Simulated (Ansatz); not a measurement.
Run report: ZnS, single-point calculation

ZnS (P6₃mc, 16 atoms in the cell), computed with DFT PBE, scalar-relativistic, plane waves, PAW, no spin polarisation (Ansatz 0.2.0).

The structure derives from a Materials Project entry. It belongs to a series of runs on one base structure; here: the perfect crystal in a cell of 16 atoms. Figures and captions count atoms from 1; the log counts them from 0 in places.

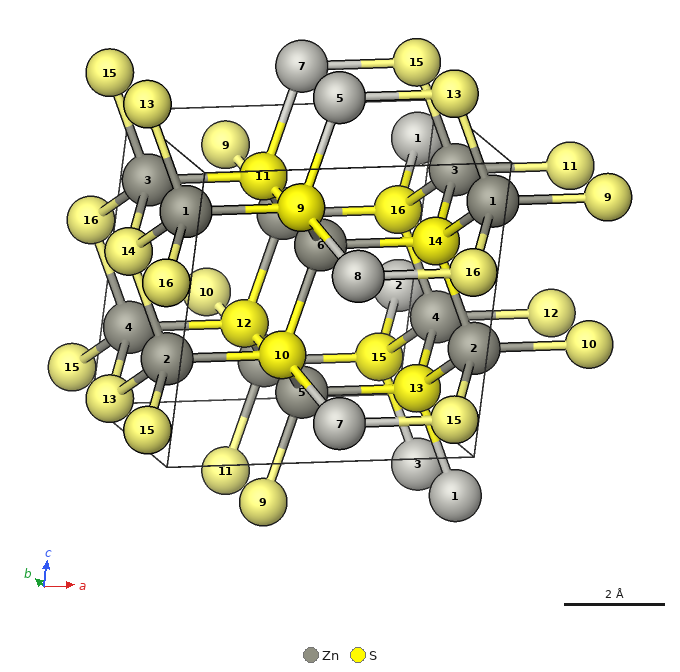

**Figure 1.** The structure as given in the input (ball-and-stick view of the cell of the calculation, seen slightly off an axis; neighbours outside the cell are drawn fainter; atoms are numbered from 1 in the order of the input). An atom can appear more than once, as a periodic image. Near neighbours in the periodic cell (some may lie outside the picture): Zn has 4 S at 2.36 Å; S has 4 Zn at 2.36 Å.

### Results in brief

| quantity | value |
| --- | --- |
| outcome | converged |
| space group (tolerance 0.01 Å) | P6₃mc (186) |
| electrons treated | 144 |
| free energy | −33781.6461 eV |
| Fermi energy | 6.570 eV |
| gap on the k-point mesh | 2.08 eV |
| pressure | 0.16 GPa |
| largest force (length of the vector) | 0.014 eV/Å |
| hardware | 4 threads of Arm Neoverse V2, 24 GiB of memory available, shared host |
| wall time | 2.2 s (CPU time 8.1 s) |
| peak memory | 0.84 GiB |

### The input
```yaml
crystal:
  lattice:
    - [0.0, 0.0, 6.3046430491]
    - [-3.8440669358, -6.6581192403, 0.0]
    - [7.6881338714, -1.0e-10, 0.0]
  atoms:
    - { symbol: Zn, position: [0.0002666737, 0.1666666667, 0.8333333333] }
    - { symbol: Zn, position: [0.0002666737, 0.1666666667, 0.3333333333] }
    - { symbol: Zn, position: [0.0002666737, 0.6666666667, 0.8333333333] }
    - { symbol: Zn, position: [0.0002666737, 0.6666666667, 0.3333333333] }
    - { symbol: Zn, position: [0.5002666737, 0.3333333333, 0.1666666667] }
    - { symbol: Zn, position: [0.5002666737, 0.3333333333, 0.6666666667] }
    - { symbol: Zn, position: [0.5002666737, 0.8333333333, 0.1666666667] }
    - { symbol: Zn, position: [0.5002666737, 0.8333333333, 0.6666666667] }
    - { symbol: S, position: [0.3747333263, 0.1666666667, 0.8333333333] }
    - { symbol: S, position: [0.3747333263, 0.1666666667, 0.3333333333] }
    - { symbol: S, position: [0.3747333263, 0.6666666667, 0.8333333333] }
    - { symbol: S, position: [0.3747333263, 0.6666666667, 0.3333333333] }
    - { symbol: S, position: [0.8747333263, 0.3333333333, 0.1666666667] }
    - { symbol: S, position: [0.8747333263, 0.3333333333, 0.6666666667] }
    - { symbol: S, position: [0.8747333263, 0.8333333333, 0.1666666667] }
    - { symbol: S, position: [0.8747333263, 0.8333333333, 0.6666666667] }
basis:
  ecutwfc: 420
  xc_grid: 2
kpoints:
  mp_grid: { grid: [2, 2, 2], shift: [0.0, 0.0, 0.0] }
hamiltonian:
  xc: pbe
scf:
  occupations: { method: gaussian, width: 0.01 }
output:
  forces: true
  stress: true
  eigenvalues: true
  write_density: true
  write_potential: true
  elf: true
  volumetric_format: npy
```

Command:
```bash
ansatz run input.yaml --threads 4 --pin off --max-ram 10240MiB --backend cpu --events-out ev --progress --plain --runs-dir out
```

### The program's output
```
Engine: ansatz 0.2.0, aarch64-unknown-linux-gnu
Pseudopotentials: kind: paw
Pseudopotential: Zn, paw, valence charge 12, recommended cutoff 420 eV (normal), Zn.paw.azcp
Pseudopotential: S, paw, valence charge 6, recommended cutoff 420 eV (normal), S.paw.azcp
Functional definition: PBE
  parameter kappa = 0.804
  parameter beta = 0.06672455060314922
  exchange = pbe_x(kappa = kappa, mu = beta*pi^2/3)
  correlation = pbe_c(beta = beta)
Crystal: 16 atoms, lattice volume = 322.725 Å³
Basis set: ecut = 420 eV, 6315 PW (Γ), exchange–correlation on 90×108×108 points (8 copies of the dense FFT grid, shifted against one another)
Bands: 88, of which v1, the nominal top of the filled ones, is band 72 counted from 1 (71 counted from 0)
Symmetry: 48 space group operations
Space group: P63mc (ITA 186), of the structure as read, at distance tolerance 6.9e-5 Å
k-points: 4 of 8
Non-local potential: Zn, projectors of the file, l = 0: 2, l = 1: 2, l = 2: 3, l = 3: 1
Non-local potential: S, projectors of the file, l = 0: 2, l = 1: 2, l = 2: 2
PAW form: soft (Blöchl's): semilocal exchange-correlation on the pseudo side does not see the compensation charge
PAW one-centre angular grid: Zn, 590 points (default); XC on 64 Gauss nodes
PAW one-centre angular grid: S, 110 points (default); XC on 64 Gauss nodes
Initial density: superposition of atomic densities (neutral atoms: chi_scale 0, normalization atom), corrected by the library's trained network
Initial wavefunctions: pseudopotential atomic-orbital guess
Functional: x = pbe(κ = 0.804, μ = 0.2195149727645171), c = pbe(β = 0.06672455060314922)
SCF iter   1: F=—  HF=-33781.642200 eV  |F-HF|=—  |Δ(HF+E_count)|=         —  Δρ=4.88e-4  dr2=3.50e-4  ethr=1.77e-3  ⟨swp⟩=6.5  Hψ=1396  notcnv=0  defer=4
preconditioner: auto → Resta (q_TF=auto, 2.385 Å⁻¹)  ε∞=6.5  [insulator: Δε(μ)=2.076 eV  Ē_g=10.551 eV  σ=0.010 eV  W_gap=1.00  n_scr=70 (ndim 8)  ℏωp=24.8 eV  f_vac=0.042  D(μ)=0.00/eV (n_scr^D=0)  ε∞_Penn≈6.5]
SCF iter   2: F=—  HF=-33781.645979 eV  |F-HF|=—  |Δ(HF+E_count)|=   3.78e-3  Δρ=3.61e-4  dr2=2.02e-4  ethr=2.43e-7  ⟨swp⟩=3.0  Hψ=999  notcnv=0  defer=21
SCF iter   3: F=—  HF=-33781.646251 eV  |F-HF|=—  |Δ(HF+E_count)|=   2.71e-4  Δρ=1.72e-4  dr2=6.44e-5  ethr=1.40e-7  ⟨swp⟩=2.0  Hψ=522  notcnv=0  defer=21
SCF iter   4: F=—  HF=-33781.646071 eV  |F-HF|=—  |Δ(HF+E_count)|=   1.80e-4  Δρ=8.67e-5  dr2=1.63e-5  ethr=4.47e-8  ⟨swp⟩=2.0  Hψ=568  notcnv=0  defer=21
SCF iter   5: F=—  HF=-33781.646098 eV  |F-HF|=—  |Δ(HF+E_count)|=   2.72e-5  Δρ=1.97e-5  dr2=1.68e-6  ethr=1.13e-8  ⟨swp⟩=2.0  Hψ=584  notcnv=0  defer=21
SCF iter   6: F=—  HF=-33781.646101 eV  |F-HF|=—  |Δ(HF+E_count)|=   2.66e-6  Δρ=5.56e-6  dr2=1.65e-7  ethr=1.17e-9  ⟨swp⟩=2.0  Hψ=604  notcnv=0  defer=21
SCF iter   7: F=-33781.646101 eV  HF=-33781.646101 eV  |F-HF|=1.01e-8  |Δ(HF+E_count)|=   3.05e-7  Δρ=1.22e-6  dr2=5.53e-9  ethr=6.94e-11  ⟨swp⟩=14.2  Hψ=2502  notcnv=0
SCF 1 converged in 7 iterations: F = -33781.646101 eV  dr2 = 5.53e-9
  greatest PAW one-centre occupation: 0.984 electrons in one spin orbital (limit 2), on the Zn atom at site 3 (counted from 0), in its partial waves of l = 2
SCF converged after 7 iterations
Free energy (F): -33781.646101 eV
Harris-Foulkes:  -33781.646101 eV  (|F-HF|=1.01e-8)
Internal energy: -33781.646101 eV  (E = F + TS)
E sigma→0 (E₀):  -33781.646101 eV
Fermi energy:    6.570406 eV
--- Per-component energies (eV) ---
  E_band       = 11.336113
  E_kinetic    = 1903.680818
  E_local      = -16468.747654  (includes V_loc(G=0)·N_el)
  E_nonlocal   = 5143.925130
  E_hartree    = 6884.848050
  E_xc         = -1873.026445
  E_vxc        = -1113.522645  (∫ρ·V_xc dr)
  E_paw        = -19431.005820  (= ΣΔE_a)
  E_vpaw       = -3223.695275  (= ΣTr[D̂ρ^β])
  E_aug_tail   = -0.002832  (compensation charges beyond the density's cutoff)
  E_ewald      = -9941.317347
  E_smearing   = -0.000000  (= −TS)
  E_closure    = -0.000000  (closes the sum)
  Σ components = -33781.646101   (vs F -33781.646101, Δ=0.00e0)
--- Forces (eV/Å), atoms counted from 1 ---
  atom   1  Zn     0.00000000     0.00000000     0.01422525
  atom   2  Zn    -0.00000000     0.00000000     0.01422525
  atom   3  Zn     0.00000000     0.00000000     0.01422525
  atom   4  Zn    -0.00000000    -0.00000000     0.01422525
  atom   5  Zn     0.00000000    -0.00000000     0.01422525
  atom   6  Zn    -0.00000000    -0.00000000     0.01422525
  atom   7  Zn     0.00000000    -0.00000000     0.01422525
  atom   8  Zn    -0.00000000    -0.00000000     0.01422525
  atom   9  S      0.00000000    -0.00000000    -0.01422849
  atom  10  S      0.00000000     0.00000000    -0.01422849
  atom  11  S      0.00000000    -0.00000000    -0.01422849
  atom  12  S      0.00000000     0.00000000    -0.01422849
  atom  13  S     -0.00000000     0.00000000    -0.01422849
  atom  14  S     -0.00000000     0.00000000    -0.01422849
  atom  15  S     -0.00000000    -0.00000000    -0.01422849
  atom  16  S     -0.00000000     0.00000000    -0.01422849
  max |Σ_I F_I| component: 2.59e-5 eV/Å
--- Stress (GPa, compression-positive) ---
        0.296348      -0.000000      -0.000000
       -0.000000       0.296348       0.000000
       -0.000000       0.000000      -0.114328
  P = ⅓ Tr σ = 0.1595 GPa (1.595 kbar)
--- Band table (eV) ---
  k-point 0: bands = ["-7.4822", "-6.6002", "-6.6002", "-6.6002", "-6.5895", "-6.2918", "-6.2918", "-6.2918", "-0.7365", "-0.7235", "-0.7235", "-0.7055", "-0.7055", "-0.7055", "-0.6449", "-0.6449", "-0.6247", "-0.6247", "-0.6247", "-0.4991", "-0.4991", "-0.4991", "-0.4864", "-0.4864", "-0.4864", "-0.4410", "-0.4410", "-0.4410", "-0.3773", "-0.3773", "-0.3773", "-0.3051", "-0.3051", "-0.2438", "-0.2438", "-0.2438", "-0.2330", "-0.2330", "-0.1989", "-0.1989", "-0.1989", "-0.1080", "-0.1080", "-0.1080", "-0.1074", "-0.1074", "-0.1074", "-0.0810", "0.3556", "0.8126", "0.8126", "0.8126", "1.5100", "1.5100", "1.5100", "2.3802", "2.3802", "2.3802", "3.3860", "3.3860", "3.3860", "3.9201", "3.9201", "3.9201", "4.6750", "4.6750", "4.6823", "4.6823", "4.6823", "5.4556", "5.5322", "5.5322", "7.6086", "8.5751", "9.2042", "9.2042", "9.2042", "9.7000", "9.7000", "9.7000", "10.6545", "10.6545", "10.6545", "11.8286", "11.8286", "12.0838", "12.4241", "12.4241"]
  k-point 1: bands = ["-7.1123", "-7.1123", "-6.6173", "-6.6173", "-6.4048", "-6.4048", "-6.2831", "-6.2831", "-0.7298", "-0.7298", "-0.6900", "-0.6900", "-0.6743", "-0.6743", "-0.6630", "-0.6630", "-0.5916", "-0.5916", "-0.5753", "-0.5753", "-0.5451", "-0.5451", "-0.5003", "-0.5003", "-0.4881", "-0.4881", "-0.4185", "-0.4185", "-0.3482", "-0.3482", "-0.3402", "-0.3402", "-0.3224", "-0.3224", "-0.3130", "-0.3130", "-0.3015", "-0.3015", "-0.2948", "-0.2948", "-0.2184", "-0.2184", "-0.1768", "-0.1768", "-0.0024", "-0.0024", "0.1041", "0.1041", "0.8372", "0.8372", "0.9915", "0.9915", "1.8288", "1.8288", "2.4977", "2.4977", "2.6122", "2.6122", "2.6560", "2.6560", "3.3564", "3.3564", "3.9477", "3.9477", "3.9669", "3.9669", "4.0446", "4.0446", "4.9187", "4.9187", "5.0989", "5.0989", "9.3203", "9.3203", "9.6124", "9.6124", "10.3027", "10.3027", "10.6625", "10.6625", "11.1212", "11.1212", "11.3809", "11.3809", "12.0464", "12.0464", "12.1714", "12.1714"]
  k-point 2: bands = ["-7.0732", "-7.0732", "-6.4376", "-6.4376", "-6.4376", "-6.4376", "-6.4376", "-6.4376", "-0.7091", "-0.7091", "-0.7091", "-0.7091", "-0.7091", "-0.7091", "-0.7027", "-0.7027", "-0.6913", "-0.6913", "-0.6913", "-0.6913", "-0.5342", "-0.5342", "-0.5342", "-0.5342", "-0.5342", "-0.5342", "-0.4204", "-0.4204", "-0.4204", "-0.4204", "-0.4204", "-0.4204", "-0.2637", "-0.2637", "-0.2637", "-0.2637", "-0.2301", "-0.2301", "-0.2301", "-0.2301", "-0.2301", "-0.2301", "-0.0698", "-0.0698", "-0.0698", "-0.0698", "-0.0698", "-0.0698", "0.7843", "0.7843", "0.7843", "0.7843", "0.7843", "0.7843", "2.7207", "2.7207", "3.9612", "3.9612", "3.9612", "3.9612", "3.9612", "3.9612", "3.9855", "3.9855", "3.9855", "3.9855", "3.9855", "3.9855", "5.0842", "5.0842", "5.0842", "5.0842", "9.0008", "9.0008", "9.0599", "9.0599", "9.0599", "9.0599", "9.0599", "9.0599", "10.7530", "10.7530", "10.7530", "10.7530", "10.7530", "10.7530", "12.2664", "12.2664"]
  k-point 3: bands = ["-6.7768", "-6.7768", "-6.7768", "-6.7768", "-6.4432", "-6.4432", "-6.4432", "-6.4432", "-0.7241", "-0.7241", "-0.7241", "-0.7241", "-0.6437", "-0.6437", "-0.6437", "-0.6437", "-0.6085", "-0.6085", "-0.6085", "-0.6085", "-0.5918", "-0.5918", "-0.5918", "-0.5918", "-0.5448", "-0.5448", "-0.5448", "-0.5448", "-0.4702", "-0.4702", "-0.4702", "-0.4702", "-0.2670", "-0.2670", "-0.2670", "-0.2670", "-0.2571", "-0.2571", "-0.2571", "-0.2571", "-0.2498", "-0.2498", "-0.2498", "-0.2498", "-0.0931", "-0.0931", "-0.0931", "-0.0931", "1.1780", "1.1780", "1.1780", "1.1780", "2.1990", "2.1990", "2.1990", "2.1990", "3.0951", "3.0951", "3.0951", "3.0951", "3.8982", "3.8982", "3.8982", "3.8982", "4.1345", "4.1345", "4.1345", "4.1345", "4.4920", "4.4920", "4.4920", "4.4920", "9.7612", "9.7612", "9.7612", "9.7612", "9.9482", "9.9482", "9.9482", "9.9482", "11.2479", "11.2479", "11.2479", "11.2479", "11.8073", "11.8073", "11.8073", "11.8073"]
```

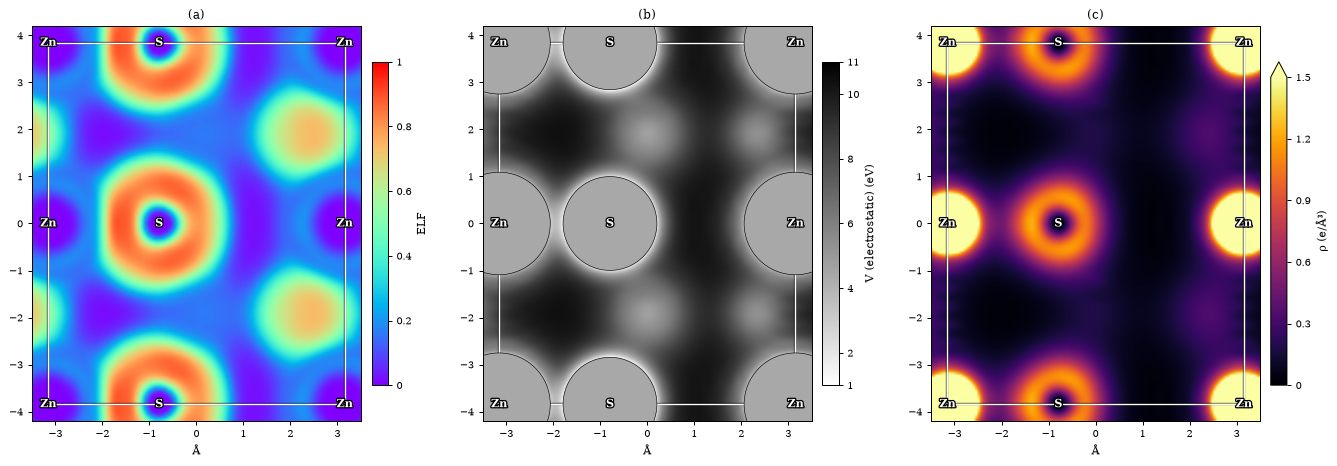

**Figure 2.** (a) electron localisation function; (b) electrostatic potential (local pseudopotential plus Hartree) felt by an electron; (c) valence charge density (pseudo) on the (010) plane of the calculation cell. Grey discs, where drawn, cover atomic cores. The section cuts through Zn and S sites. Zn–S (2.36 Å): ρ is about 0.48 e/Å³ halfway; the ELF is about 0.55 at the midpoint. Away from the nuclei the density in this plane falls to 0.02 e/Å³ at its lowest. Outside the cores the potential energy rises away from the atoms and is highest about 2.2 Å from the nearest atoms; outside the discs it spans about 9 eV, and its zero is arbitrary. In a PAW calculation such maps are meaningful between the atoms, not at the nuclei.
